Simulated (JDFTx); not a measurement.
Run report: Te, geometry relaxation (part 3 of 3)

Te (P3₁21, 3 atoms in the cell); Kohn-Sham DFT of a periodic cell, PBE with D3, PseudoDojo-SR-PBE-0.4.1-standard, no spin polarisation (JDFTx 1.7.0 (patched build)); cutoff 1088.45 eV, 5×5×3 k-mesh, fermi-dirac of 0.05 eV. The structure derives from an entry of the Crystallography Open Database.

Geometry of the input (Å; fractional positions):
```
4.4540  0.0000  0.0000
-2.2270  3.8573  0.0000
0.0000  0.0000  5.9240
Te 0.7310  0.7310  0.0000
Te -0.0000  0.2690  0.6667
Te 0.2690  0.0000  0.3333
```

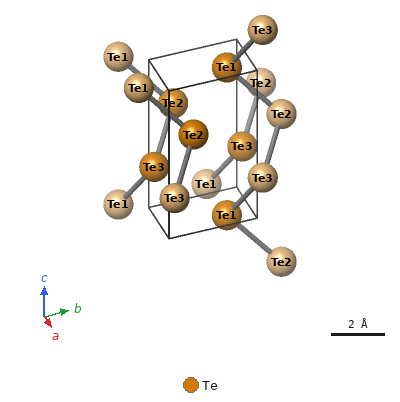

The geometry at step 4 of the log (ball-and-stick view of the cell of the calculation, seen slightly off an axis; neighbours outside the cell are drawn fainter; atoms are numbered from 1 in the order of the input).

**What the program printed, continued**
```
Computing DFT-D3 correction:
# coordination-number Te 3.336 3.336 3.336
# diagonal-C6 Te 418.58 418.58 418.58
EvdW_6 =   -0.011319
EvdW_8 =   -0.018284
# Lattice vectors:
R =
[      8.36512     -4.18256            0  ]
[ -3.52742e-13      7.24441            0  ]
[            0            0      11.1745  ]
unit cell volume = 677.18

# Strain tensor in Cartesian coordinates:
[  -0.00614474 -4.21033e-14            0  ]
[  -4.1909e-14  -0.00614474            0  ]
[            0            0  -0.00180528  ]

# Stress tensor in Cartesian coordinates [Eh/a0^3]:
[  2.18724e-06            0            0  ]
[            0  2.18724e-06            0  ]
[            0            0   -2.292e-08  ]

# Ionic positions in cartesian coordinates:
ion Te   3.014352096250130   5.221010982621171   0.000000000000000 1
ion Te  -1.168208338679881   2.023396196391841   7.449685273989392 1
ion Te   2.336416677286943  -0.000000000000688   3.724842636994696 1

# Forces in Cartesian coordinates:
force Te   0.000025293304555   0.000043809288581  -0.000000000000000 1
force Te   0.000025293304555  -0.000043809288581   0.000000000000000 1
force Te  -0.000050586609111   0.000000000000000  -0.000000000000000 1

# Energy components:
   Eewald =     -177.8260577110911242
       EH =       79.5150780158901824
     Eloc =     -224.8304013242659209
      Enl =      -88.5085210806231117
     EvdW =       -0.0296027252233692
      Exc =      -73.8648153409367865
 Exc_core =       34.5112992077327618
       KE =      170.9403706143060901
-------------------------------------
     Etot =     -280.0926503442112789
       TS =        0.0000031209013894
-------------------------------------
        F =     -280.0926534651126758

LatticeMinimize: Iter:   6  F: -280.092653465112676  |grad|_K:  2.531e-04  alpha:  1.000e+00  linmin: -9.711e-03

#--- Lowdin population analysis ---
# oxidation-state Te +0.045 +0.045 +0.045

Computing DFT-D3 correction:
# coordination-number Te 3.338 3.338 3.338
# diagonal-C6 Te 418.58 418.58 418.58
EvdW_6 =   -0.011323
EvdW_8 =   -0.018291

-------- Electronic minimization -----------
Will mix electronic density at each iteration.
	FillingsUpdate:  mu: +0.343604928  nElectrons: 48.000000
	FillingsUpdate:  mu: +0.343852299  nElectrons: 48.000000
SCF: Cycle:  0   F: -280.092653899175389   dF: -6.044e-07   |Residual|: 1.119e-04   |deigs|: 4.516e-07
	FillingsUpdate:  mu: +0.343852221  nElectrons: 48.000000
SCF: Cycle:  1   F: -280.092653957155278   dF: -5.798e-08   |Residual|: 5.041e-05   |deigs|: 3.720e-06
	FillingsUpdate:  mu: +0.343851713  nElectrons: 48.000000
[... 2 further cycles ...]
SCF: Cycle:  4   F: -280.092653965986813   dF: -2.220e-10   |Residual|: 2.741e-06   |deigs|: 2.172e-07
	FillingsUpdate:  mu: +0.343851696  nElectrons: 48.000000
SCF: Cycle:  5   F: -280.092653966037744   dF: -5.093e-11   |Residual|: 4.611e-07   |deigs|: 2.637e-07
SCF: Converged (|Delta E|<1.000000e-09 for 2 iters).

Setting wave functions to eigenvectors of Hamiltonian

Computing DFT-D3 correction:
# coordination-number Te 3.338 3.338 3.338
# diagonal-C6 Te 418.58 418.58 418.58
EvdW_6 =   -0.011323
EvdW_8 =   -0.018291
# Lattice vectors:
R =
[      8.36339     -4.18169            0  ]
[ -3.64406e-13      7.24291            0  ]
[            0            0      11.1746  ]
unit cell volume = 676.905

# Strain tensor in Cartesian coordinates:
[  -0.00635058 -4.34635e-14            0  ]
[ -4.32949e-14  -0.00635058            0  ]
[            0            0    -0.001797  ]

# Stress tensor in Cartesian coordinates [Eh/a0^3]:
[  1.22687e-06            0            0  ]
[            0  1.22687e-06            0  ]
[            0            0 -1.06582e-06  ]

# Ionic positions in cartesian coordinates:
ion Te   3.014209969742744   5.220764812289267   0.000000000000000 1
ion Te  -1.167484203152964   2.022141956867653   7.449747105136664 1
ion Te   2.334968406233116  -0.000000000000685   3.724873552568333 1

# Forces in Cartesian coordinates:
force Te  -0.000016329855673  -0.000028284139707  -0.000000000000000 1
force Te  -0.000016329855674   0.000028284139707  -0.000000000000000 1
force Te   0.000032659711348   0.000000000000000   0.000000000000000 1

# Energy components:
   Eewald =     -177.8457191022001496
       EH =       79.5048438021942729
     Eloc =     -224.8010842545247669
      Enl =      -88.5082920133647946
     EvdW =       -0.0296148272613577
      Exc =      -73.8652524973412454
 Exc_core =       34.5112992168999355
       KE =      170.9411687604832935
-------------------------------------
     Etot =     -280.0926509151148593
       TS =        0.0000030509228685
-------------------------------------
        F =     -280.0926539660377443

LatticeMinimize: Iter:   7  F: -280.092653966037744  |grad|_K:  1.662e-04  alpha:  1.000e+00  linmin: -1.092e-01

#--- Lowdin population analysis ---
# oxidation-state Te +0.045 +0.045 +0.045

Computing DFT-D3 correction:
# coordination-number Te 3.340 3.340 3.340
# diagonal-C6 Te 418.58 418.58 418.58
EvdW_6 =   -0.011326
EvdW_8 =   -0.018295

-------- Electronic minimization -----------
Will mix electronic density at each iteration.
	FillingsUpdate:  mu: +0.343851696  nElectrons: 48.000000
	FillingsUpdate:  mu: +0.344012275  nElectrons: 48.000000
SCF: Cycle:  0   F: -280.092654341109949   dF: -1.620e-07   |Residual|: 5.943e-05   |deigs|: 9.199e-08
	FillingsUpdate:  mu: +0.344010361  nElectrons: 48.000000
SCF: Cycle:  1   F: -280.092654356588810   dF: -1.548e-08   |Residual|: 2.798e-05   |deigs|: 4.019e-06
	FillingsUpdate:  mu: +0.344008976  nElectrons: 48.000000
SCF: Cycle:  2   F: -280.092654358980326   dF: -2.392e-09   |Residual|: 1.186e-05   |deigs|: 2.818e-06
	FillingsUpdate:  mu: +0.344008282  nElectrons: 48.000000
SCF: Cycle:  3   F: -280.092654359254084   dF: -2.738e-10   |Residual|: 2.545e-06   |deigs|: 1.136e-06
	FillingsUpdate:  mu: +0.344008254  nElectrons: 48.000000
SCF: Cycle:  4   F: -280.092654359307176   dF: -5.309e-11   |Residual|: 1.514e-06   |deigs|: 4.715e-08
SCF: Converged (|Delta E|<1.000000e-09 for 2 iters).

Setting wave functions to eigenvectors of Hamiltonian

Computing DFT-D3 correction:
# coordination-number Te 3.340 3.340 3.340
# diagonal-C6 Te 418.58 418.58 418.58
EvdW_6 =   -0.011326
EvdW_8 =   -0.018295
# Lattice vectors:
R =
[      8.36181      -4.1809            0  ]
[ -3.75039e-13      7.24154            0  ]
[            0            0      11.1758  ]
unit cell volume = 676.719

# Strain tensor in Cartesian coordinates:
[  -0.00653833 -4.47276e-14            0  ]
[ -4.45582e-14  -0.00653833            0  ]
[            0            0  -0.00169424  ]

# Stress tensor in Cartesian coordinates [Eh/a0^3]:
[  9.30672e-07            0            0  ]
[            0  9.30672e-07            0  ]
[            0            0   -1.161e-06  ]

# Ionic positions in cartesian coordinates:
ion Te   3.013458438387010   5.219463121797655   0.000000000000000 1
ion Te  -1.167445603933857   2.022075101059027   7.450514002616599 1
ion Te   2.334891207794911  -0.000000000000690   3.725257001308300 1

# Forces in Cartesian coordinates:
force Te  -0.000016044044465  -0.000027789100173  -0.000000000000000 1
force Te  -0.000016044044465   0.000027789100173  -0.000000000000000 1
force Te   0.000032088088931  -0.000000000000000   0.000000000000000 1

# Energy components:
   Eewald =     -177.8657342696808144
       EH =       79.4914290322148673
     Eloc =     -224.7677852750035470
      Enl =      -88.5082993857121068
     EvdW =       -0.0296215582269501
      Exc =      -73.8653853217211349
 Exc_core =       34.5112992059655568
       KE =      170.9414462649226323
-------------------------------------
     Etot =     -280.0926513072415673
       TS =        0.0000030520656353
-------------------------------------
        F =     -280.0926543593071756

LatticeMinimize: Iter:   8  F: -280.092654359307176  |grad|_K:  1.456e-04  alpha:  1.000e+00  linmin: -4.298e-01
LatticeMinimize: Converged (|Delta F|<1.000000e-06 for 2 iters).

#--- Lowdin population analysis ---
# oxidation-state Te +0.045 +0.045 +0.045

Dumping 'run.eigStats' ...
	eMin: -1.034406 at state 1 ( [ +0.000000 +0.000000 +0.333333 ] spin 0 )
	HOMO: +0.329022 at state 11 ( [ +0.200000 +0.400000 +0.333333 ] spin 0 )
	mu  : +0.344008
	LUMO: +0.355929 at state 1 ( [ +0.000000 +0.000000 +0.333333 ] spin 0 )
	eMax: +0.677628 at state 8 ( [ +0.200000 +0.200000 +0.000000 ] spin 0 )
	HOMO-LUMO gap: +0.026907
	Optical gap  : +0.039247 at state 11 ( [ +0.200000 +0.400000 +0.333333 ] spin 0 )
Done!
```

**Trajectory as extended XYZ (Å, eV, eV/Å), 9 frames, from step=0 to step=8**
```
3
Lattice="4.4540 0.0000 0.0000 -2.2270 3.8573 0.0000 0.0000 0.0000 5.9240" Properties=species:S:1:pos:R:3:forces:R:3 step=0 energy=-7621.69807
Te    1.6279    2.8197    0.0000   -0.0956  -0.1655   0.0000
Te   -0.5991    1.0376    3.9493   -0.0956   0.1655   0.0000
Te    1.1981    0.0000    1.9747    0.1911   0.0000   0.0000
3
Lattice="4.4551 0.0000 0.0000 -2.2276 3.8583 0.0000 0.0000 0.0000 5.9267" Properties=species:S:1:pos:R:3:forces:R:3 step=1 energy=-7621.70124
Te    1.6254    2.8153    0.0000   -0.0742  -0.1285   0.0000
Te   -0.6022    1.0430    3.9511   -0.0742   0.1285   0.0000
Te    1.2043    0.0000    1.9756    0.1484   0.0000   0.0000
3
Lattice="4.4519 -0.0000 0.0000 -2.2260 3.8555 0.0000 0.0000 0.0000 5.9242" Properties=species:S:1:pos:R:3:forces:R:3 step=2 energy=-7621.70665
Te    1.6153    2.7977    0.0000   -0.0268  -0.0465   0.0000
Te   -0.6107    1.0577    3.9495   -0.0268   0.0465   0.0000
Te    1.2214    0.0000    1.9747    0.0536   0.0000   0.0000
3
Lattice="4.4429 -0.0000 0.0000 -2.2214 3.8477 0.0000 0.0000 0.0000 5.9137" Properties=species:S:1:pos:R:3:forces:R:3 step=3 energy=-7621.70850
Te    1.6065    2.7825    0.0000   -0.0106  -0.0184   0.0000
Te   -0.6150    1.0652    3.9425   -0.0106   0.0184   0.0000
Te    1.2300    0.0000    1.9712    0.0213   0.0000   0.0000
3
Lattice="4.4299 -0.0000 0.0000 -2.2149 3.8364 0.0000 0.0000 0.0000 5.9054" Properties=species:S:1:pos:R:3:forces:R:3 step=4 energy=-7621.70917
Te    1.5985    2.7687    0.0000   -0.0102  -0.0177   0.0000
Te   -0.6164    1.0677    3.9369   -0.0102   0.0177   0.0000
Te    1.2329    0.0000    1.9684    0.0204   0.0000   0.0000
3
Lattice="4.4252 -0.0000 0.0000 -2.2126 3.8324 0.0000 0.0000 0.0000 5.9163" Properties=species:S:1:pos:R:3:forces:R:3 step=5 energy=-7621.70923
Te    1.5925    2.7583    0.0000    0.0117   0.0202   0.0000
Te   -0.6201    1.0741    3.9442    0.0117  -0.0202   0.0000
Te    1.2403    0.0000    1.9721   -0.0234   0.0000   0.0000
3
Lattice="4.4266 -0.0000 0.0000 -2.2133 3.8336 0.0000 0.0000 0.0000 5.9133" Properties=species:S:1:pos:R:3:forces:R:3 step=6 energy=-7621.70938
Te    1.5951    2.7628    0.0000    0.0013   0.0023   0.0000
Te   -0.6182    1.0707    3.9422    0.0013  -0.0023   0.0000
Te    1.2364    0.0000    1.9711   -0.0026   0.0000   0.0000
3
Lattice="4.4257 -0.0000 0.0000 -2.2129 3.8328 0.0000 0.0000 0.0000 5.9133" Properties=species:S:1:pos:R:3:forces:R:3 step=7 energy=-7621.70939
Te    1.5951    2.7627    0.0000   -0.0008  -0.0015   0.0000
Te   -0.6178    1.0701    3.9422   -0.0008   0.0015   0.0000
Te    1.2356    0.0000    1.9711    0.0017   0.0000   0.0000
3
Lattice="4.4249 -0.0000 0.0000 -2.2124 3.8321 0.0000 0.0000 0.0000 5.9140" Properties=species:S:1:pos:R:3:forces:R:3 step=8 energy=-7621.70940
Te    1.5947    2.7620    0.0000   -0.0008  -0.0014   0.0000
Te   -0.6178    1.0700    3.9426   -0.0008   0.0014   0.0000
Te    1.2356    0.0000    1.9713    0.0016   0.0000   0.0000
```

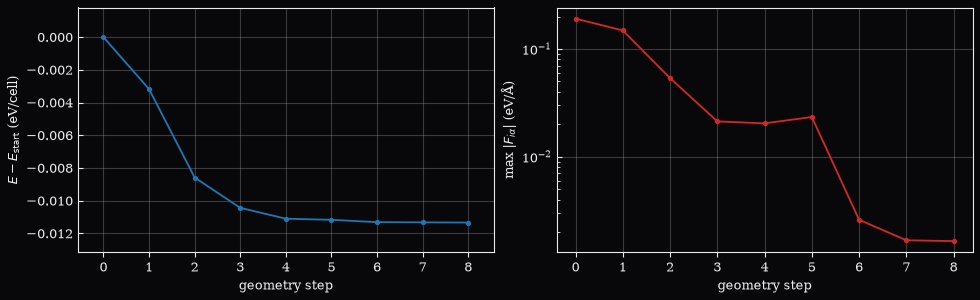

Progress of the relaxation, step by step (steps are counted from 0).

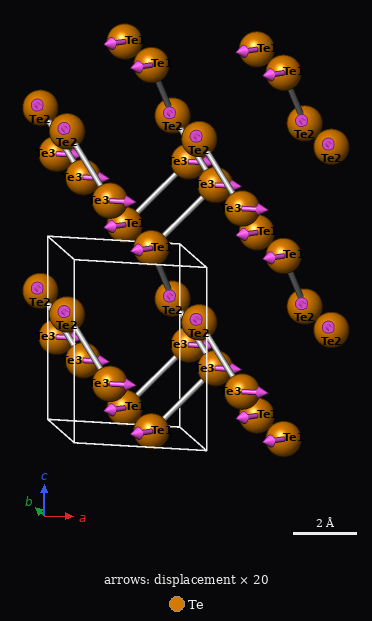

The starting structure with the displacements (without the part carried along by the change of the cell) as pink arrows, magnified 20 times (ball-and-stick view of the cell of the calculation, repeated 2 × 2 × 2, seen slightly off an axis). The largest moves relative to the cell, 0.045 Å, are those of Te1, Te2 and Te3. Cell: a = b 4.454 → 4.425 Å (−0.7 %), c 5.924 → 5.914 Å (−0.2 %). Volume −1.5 %. Among the contacts that change: Te1–Te2 2.865 → 2.910 Å. The space group stays P3_121 (No. 152). After 8 geometry steps the energy has fallen by 11.3 meV per cell of the calculation. Largest force component: 0.19 eV/Å at the start, 0.0016 eV/Å at the end. (Atoms are counted from 1 in the order of the input.)

**Key numbers**

| quantity | value |
| --- | --- |
| outcome | converged |
| space group (tolerance 0.01 Å) | P3₁21 (152) |
| electrons treated | 48 |
| free energy | −7621.7094 eV |
| gap on the k-point mesh | 0.73 eV |
| pressure | −0.01 GPa |
| final volume | 100.28 Å³ |
| largest force (length of the vector) at the end | 0.002 eV/Å |
| final cell | a = 4.425 Å, b = 4.425 Å, c = 5.914 Å, α = 90.00°, β = 90.00°, γ = 120.00° |
| wall time | 6.4 min |
| peak memory | 0.24 GiB |

**Remarks**

Points of doubt noted for this run: coarse mesh.
